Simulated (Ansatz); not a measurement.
This input was run:

```yaml
crystal:
  lattice:
    - [4.26, 0.0, 0.0]
    - [0.0, 4.26, 0.0]
    - [0.0, 0.0, 4.26]
  atoms:
    - { symbol: Cu, position: [0.75, 0.25, 0.75] }
    - { symbol: Cu, position: [0.75, 0.75, 0.25] }
    - { symbol: Cu, position: [0.25, 0.75, 0.75] }
    - { symbol: Cu, position: [0.25, 0.25, 0.25] }
    - { symbol: O, position: [0.5, 0.5, 0.5] }
    - { symbol: O, position: [0.0, 0.0, 0.0] }
hamiltonian:
  xc: rpbe
  pseudopotentials: { kind: paw }
kpoints:
  mp_grid: { grid: [6, 6, 6] }
  band_path:
    path:
      - [[0.0, 0.0, 0.0], [0.0, 0.5, 0.0], [0.5, 0.5, 0.0], [0.0, 0.0, 0.0], [0.5, 0.5, 0.5], [0.0, 0.5, 0.0]]
      - [[0.5, 0.5, 0.0], [0.5, 0.5, 0.5]]
    npoints: 14
scf:
  occupations: { method: fermi_dirac, width: 0.05 }
  n_extra_bands: 15
output:
  forces: true
  stress: true
  eigenvalues: true
  fatbands: false
```

System: Cu₂O, space group Pn-3m, 6 atoms in the cell.

Method: RPBE, Ansatz PAW, no spin polarisation, no spin-orbit coupling, 6×6×6 k mesh, 420 eV cutoff, Fermi-Dirac smearing of 0.05 eV (Ansatz 0.2.0).

What does the calculation give for the electronic structure? The path is Γ–X–M–Γ–R–X|M–R.

The bands leave a gap. The gap along this path is 0.54 eV and direct: both edges lie at Γ. Three bands meet at the valence-band top at Γ: it is triply degenerate (spin aside). The top valence band spans 0.7 eV and the lowest conduction band 1.9 eV. The direct gaps are 2.65 eV at X, 0.54 eV at Γ and 3.01 eV at R.

The PAW data sets were made with another functional. LDA, GGA and most meta-GGA functionals understate gaps. The cell is at 8 GPa in this functional.

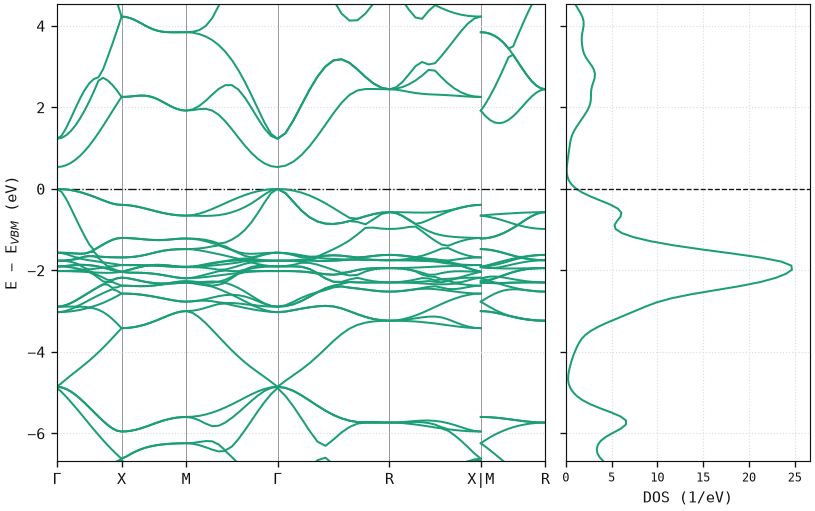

Band structure and density of states. Energies are counted from the top of the valence band. The DOS curve is built from the levels of the k mesh with Gaussians 0.55 eV wide, which also blur the band edges; ripples of that width can come from the mesh.
